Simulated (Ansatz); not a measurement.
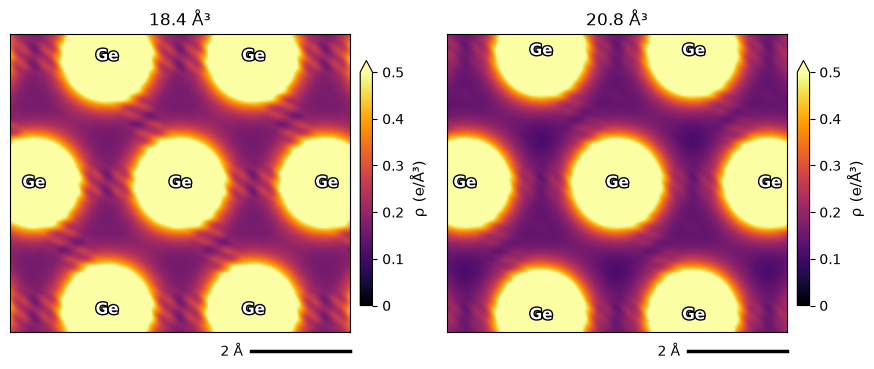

Ge. The valence electron density of cells scaled evenly to different volumes (given per atom above each panel), on the (001) plane of each (indices in the axes of the cell below), at one length scale and on one colour scale.

A generated structure, not necessarily the stable one.

Theory: Ansatz, DFT, RPBE, plane waves (420 eV) with PAW, scalar-relativistic.

The largest cell:

```
Ge
1.0
     3.08380    0.00000    0.00000
    -1.54190    2.67065    0.00000
     0.00000    0.00000   10.11180
Ge
4
Direct
  0.00000 0.00000 0.00000
  0.00000 0.00000 0.50000
  0.33333 0.66667 0.25000
  0.66667 0.33333 0.75000
```

| volume (Å³/atom) | Ge–Ge contact in the plane (Å) | ρ at its midpoint (e/Å³) | pressure (GPa) | 
| --- | --- | --- | --- |
| 18.42 | 2.960 | 0.209 | 5.8 | 
| 20.02 | 3.044 | ? | ? | 
| 20.82 | 3.084 | 0.154 | −2.2 | 

What values belong in the row with question marks?

Answer. Over the known rows ln ρ falls by 2.46 per Å of Ge–Ge distance (the line through the two), which gives 0.170 e/Å³ at 3.044 Å; the calculation gives 0.165 e/Å³. For the pressure, a straight line in volume between the neighbouring rows gives 0.5 GPa; the calculation gives −0.1, lower because pressure rises ever faster on compression.
